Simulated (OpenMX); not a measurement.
## Energy of MnF2 along an even scaling of the cell

System: MnF2 (P4₂/mnm, 6 atoms in the cell).
Method: Kohn-Sham DFT of a periodic cell, LDA, OpenMX 2013 LDA set, spin-polarised (OpenMX 3.8.5).

The 7 runs differ only in the geometry, by an even scaling of the cell at fixed fractional positions. The structure derives from an entry of the Crystallography Open Database.

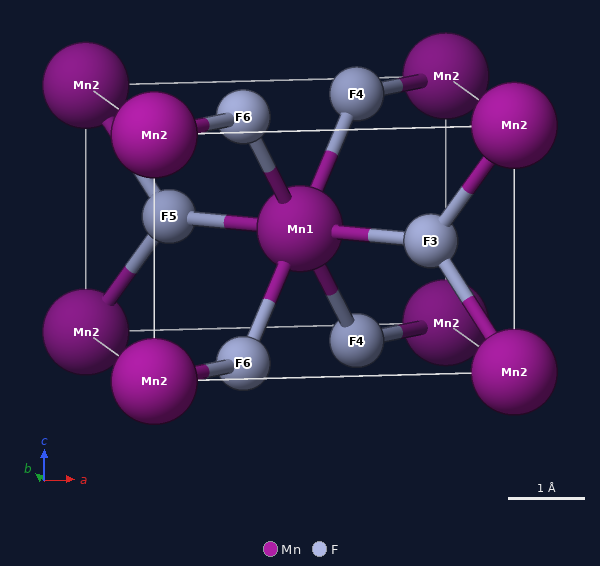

Figure 1. The structure of run 4 (ball-and-stick view of the cell of the calculation, seen slightly off an axis; atoms are numbered from 1 in the order of the input). An atom can appear more than once, as a periodic image.

### Input of run 4
```
System.CurrrentDirectory             ./
System.Name                          MnF2
DATA.PATH                            ./DFT_DATA13
level.of.stdout                      1
level.of.fileout                     0
Species.Number                       2
<Definition.of.Atomic.Species
  Mn  Mn6.0-s3p2d2           Mn_CA13
  F   F6.0-s2p2d1            F_CA13
Definition.of.Atomic.Species>

Atoms.Number                         6
Atoms.SpeciesAndCoordinates.Unit     FRAC
<Atoms.SpeciesAndCoordinates
    1  Mn    0.5000000000    0.5000000000    0.5000000000   9.500  5.500
    2  Mn    0.0000000000    0.0000000000    0.0000000000   9.500  5.500
    3  F     0.8053000000    0.1947000000    0.5000000000   3.500  3.500
    4  F     0.6947000000    0.6947000000    0.0000000000   3.500  3.500
    5  F     0.1947000000    0.8053000000    0.5000000000   3.500  3.500
    6  F     0.3053000000    0.3053000000    0.0000000000   3.500  3.500
Atoms.SpeciesAndCoordinates>

Atoms.UnitVectors.Unit               Ang
<Atoms.UnitVectors
     4.8738000000    0.0000000000    0.0000000000
     0.0000000000    4.8738000000    0.0000000000
     0.0000000000    0.0000000000    3.3107000000
Atoms.UnitVectors>

scf.XcType                           LSDA-CA
scf.SpinPolarization                 on
scf.ElectronicTemperature            580.226
scf.energycutoff                     400.0
scf.maxIter                          160
scf.EigenvalueSolver                 band
scf.Kgrid                            7 7 9
scf.Mixing.Type                      rmm-diisk
scf.Init.Mixing.Weight               0.01
scf.Min.Mixing.Weight                0.001
scf.Max.Mixing.Weight                0.2
scf.Mixing.History                   40
scf.Mixing.StartPulay                15
scf.criterion                        1.0e-8
scf.stress.tensor                    on
MD.Type                              nomd
Band.dispersion                      on
Band.Nkpath                          9
<Band.kpath
   11   0.000000  0.000000  0.000000    0.000000  0.500000  0.000000  G X
   11   0.000000  0.500000  0.000000    0.500000  0.500000  0.000000  X M
   15   0.500000  0.500000  0.000000    0.000000  0.000000  0.000000  M G
   16   0.000000  0.000000  0.000000    0.000000  0.000000  0.500000  G Z
   11   0.000000  0.000000  0.500000    0.000000  0.500000  0.500000  Z R
   11   0.000000  0.500000  0.500000    0.500000  0.500000  0.500000  R A
   15   0.500000  0.500000  0.500000    0.000000  0.000000  0.500000  A Z
   16   0.000000  0.500000  0.000000    0.000000  0.500000  0.500000  X R
   16   0.500000  0.500000  0.000000    0.500000  0.500000  0.500000  M A
Band.kpath>
```

Command:
```bash
openmx MnF2.dat -nt 1 > MnF2.std
```

Lattice vectors (Å) and fractional positions of run 4:
```
   4.873800    0.000000    0.000000
   0.000000    4.873800    0.000000
   0.000000    0.000000    3.310700
Mn  0.500000  0.500000  0.500000
Mn  0.000000  0.000000  0.000000
F   0.805300  0.194700  0.500000
F   0.694700  0.694700  0.000000
F   0.194700  0.805300  0.500000
F   0.305300  0.305300  0.000000
```

Run 6 has the same physical settings and fractional positions; its lattice vectors (Å) are:
```
   4.937936    0.000000    0.000000
   0.000000    4.937936    0.000000
   0.000000    0.000000    3.354267
```

### Results, with one run withheld

| run | volume per atom (Å³) | free energy per atom, from the lowest run given (meV) | gap on the mesh (eV) |
| --- | --- | --- | --- |
| 1 | 12.321 | 1.33 | 0.90 |
| 2 | 12.583 | 0.00 | 0.93 |
| 3 | 12.845 | 2.48 | 0.96 |
| 4 | 13.107 | 8.36 | 0.99 |
| 5 | 13.369 | 17.32 | 1.02 |
| 6 | 13.631 | ? | ? |
| 7 | 13.893 | 43.09 | 1.09 |

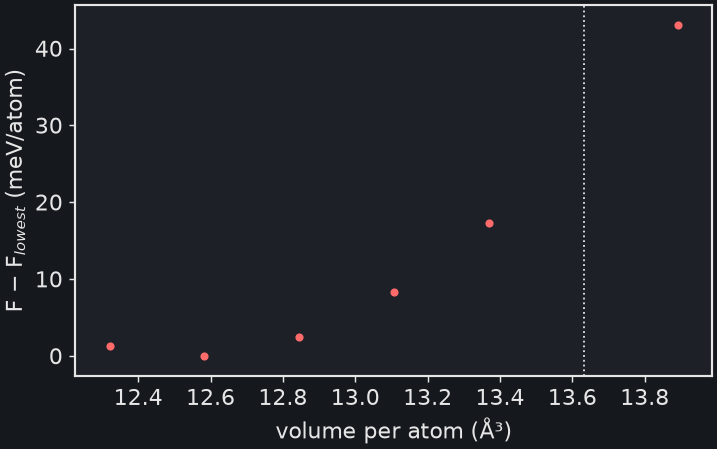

Figure 2. Free energy per atom of the runs given; the dotted line marks run 6.

What should run 6 give?

A cubic polynomial in V^(−2/3) (the Birch–Murnaghan form), fitted to the 6 runs given, misses them by at most 0.01 meV per atom. With x = V^(−2/3) − 0.18085 Å⁻², it reads F = 5.6318 − 2564.3 x + 2.8763e+05 x² + 2.9735e+05 x³ (meV per atom). At run 6 it gives 28.98 meV per atom, and the run itself gives 28.98. The fit has its minimum at 12.539 Å³ per atom, where V d²F/dV² gives 114 GPa. Cell shape and fractional positions are held, so this is the stiffness under even scaling; the relaxed bulk modulus wasn't computed. The gap on the mesh goes, without turning, from 0.90 eV in run 1 to 1.09 eV in run 7; run 6 has 1.06 eV. These are gaps of this functional on this mesh, which can miss the band edges; they aren't the measured gap.

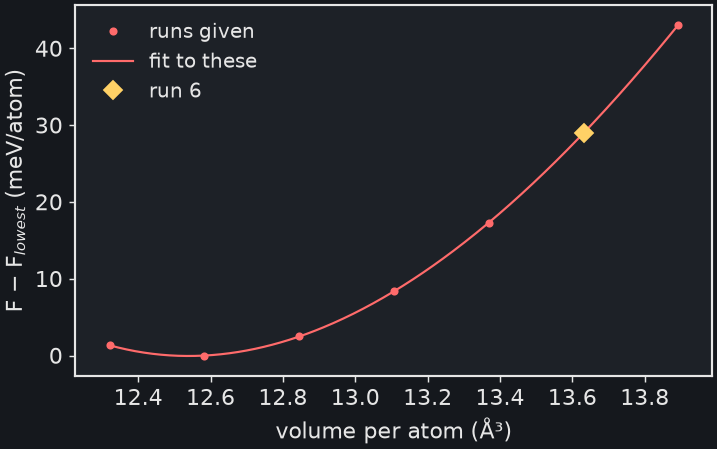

Figure 3. The fit and the withheld run.

### Some lines of the output (run 6)
```
[...]
  Cell_Volume =    551.931375083138 (Bohr^3)
        Total energy (Hartree) at MD = 1
   kloop=0
   kloop=1
   kloop=220
```

Notes: Semilocal DFT without U tends to delocalise the d electrons of such compounds and to underestimate the gap. With a small basis of atomic orbitals these values can differ much from converged plane-wave results.
